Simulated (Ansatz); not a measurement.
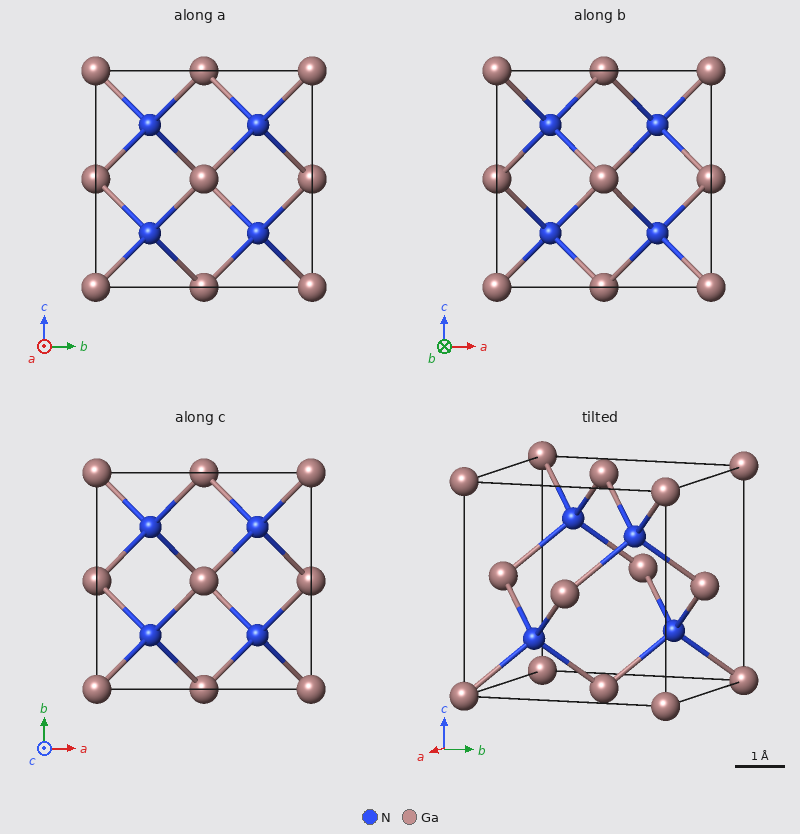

An orthographic ball-and-stick view of the structure, along the a axis, along the b axis, along the c axis and slightly off an axis. The wireframe shows the drawn cell (a repeat of the simulation cell).

Lattice parameters: a = 4.451 Å, b = 4.498 Å, c = 4.498 Å, α = 90.00°, β = 90.00°, γ = 90.00°. Put a along x and b in the xy plane.

Q: Give the structure in the form of a POSCAR file.

A:
```
N Ga
1.0
     4.451    0.000    0.000
     0.000    4.498    0.000
     0.000    0.000    4.498
N Ga
4 4
Direct
  0.2500 0.7500 0.2500
  0.7500 0.7500 0.7500
  0.7500 0.2500 0.2500
  0.2500 0.2500 0.7500
  0.5000 0.5000 0.0000
  0.0000 0.5000 0.5000
  0.0000 0.0000 0.0000
  0.5000 0.0000 0.5000
```

The cell started as a structure type filled with these elements by a generator (whether the compound takes this form wasn't checked). The cell was then strained or its atoms displaced on purpose. It was run through Ansatz as a DFT input.
